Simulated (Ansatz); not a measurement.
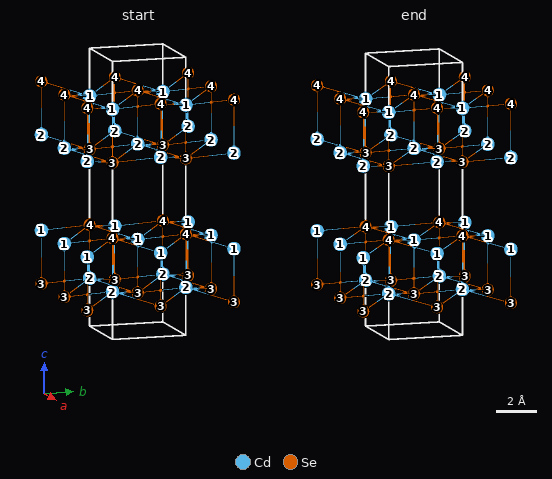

The structure of crystalline CdSe (built on the HgF-139 type type) before (left) and after (right) a relaxation, at one scale.

Style: ball-and-stick. Shown: the conventional cell (2 times the calculation's cell), slightly off an axis. Lengths and directions refer to the drawn axes.

All numbers below come from Ansatz 0.2.0, DFT, r2SCAN+rVV10, plane waves, PAW. Set-up: plane-wave cutoff 500 eV; k-point mesh 8 × 8 × 8; occupations fermi dirac; smearing width 0.03 eV; no spin polarisation; cell and atoms relaxed; force threshold 0.01 eV/Å; at most 120 steps.

> Summarise the run.

The largest moves relative to the cell, 0.055 Å, are those of Cd1 and Cd2. Cd1 goes along +c. By element the largest moves are Cd 0.055 Å, Se 0.011 Å. Cell: a = b 3.867 → 3.891 Å (+0.6 %), c 14.223 → 13.966 Å (−1.8 %). Volume −0.6 %. Near-neighbour distances that change, for instance: Cd1–Se3 2.733 → 2.750 Å, Cd1–Se4 2.782 → 2.789 Å. Bond angles that change, for instance: Se3–Cd2–Se3 158.8° → 161.1°, Cd2–Se3–Cd2 158.8° → 161.1°. The space group stays I4/mmm (No. 139). The energy falls by 9.5 meV per cell of the calculation in 3 accepted moves (5 points after the start). The largest force component goes from 0.12 to 0.00037 eV/Å. Pressure: 0.75 GPa at the start and 0.00 GPa at the end. The line search rejected the trial step at point 1 of the run. At 1 point the geometry stayed and the basis and grid were re-selected for the new cell (energy shift of 0.1 meV per cell of the calculation at most each time). Cost: 2.6 min on 2 threads of Arm Neoverse V2, on a shared host, peak memory 0.99 GiB.
